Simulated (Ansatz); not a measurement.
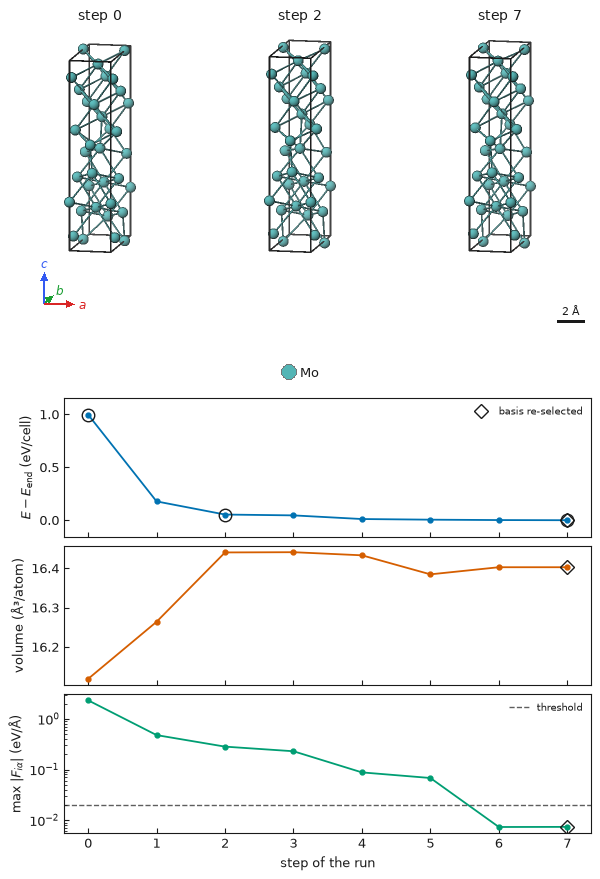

Frames of a relaxation of an interface cell of composition Mo, marked on the history of the run. Style: ball-and-stick. Shown: the cell of the calculation (origin shifted), slightly off an axis.

Case: symmetric tilt boundary Sigma 5 (2 1 0), mirror between planes, shift [0, 0.5].

Theory: DFT PBE, scalar-relativistic, plane waves, PAW (Ansatz). (plane-wave cutoff 420 eV; k-point mesh 10 × 6 × 3; occupations gaussian; smearing width 0.1 eV; no spin polarisation; cell relaxed at fixed a, b, alpha, beta, gamma; force threshold 0.02 eV/Å; at most 60 steps)

Question: What happens along the run?

Answer: The largest moves relative to the cell, 0.17 Å, are those of Mo atoms. Cell: a unchanged at 3.160 Å, b unchanged at 7.067 Å, c 14.434 → 14.688 Å (+1.8 %). Volume +1.8 %. Some distances before and after: Mo–Mo 2.378 → 2.615 Å, Mo–Mo 2.634 → 2.788 Å, Mo–Mo 3.160 → 3.066 Å, Mo–Mo 2.737 → 2.662 Å. The energy falls by 0.998 eV per cell of the calculation in 6 accepted moves (7 points after the start). Largest force component: 2.3 eV/Å at the start, 0.0074 eV/Å at the end. The pressure goes from 3.71 to −1.39 GPa. The SCF was repeated once at an unchanged geometry on a basis and grid sized afresh for the cell, which shifted the energy by 1.5 meV per cell of the calculation at most. The run took 8.4 min on 4 threads of Arm Neoverse V1 (shared host), peak memory 2.5 GiB. From step 0 to 2: Mo atoms move most (0.16 Å), volume +2.0 %, energy −0.944 eV per cell of the calculation. From step 2 to 7: Mo atoms move most (0.05 Å), volume −0.2 %, energy −53.6 meV per cell of the calculation.
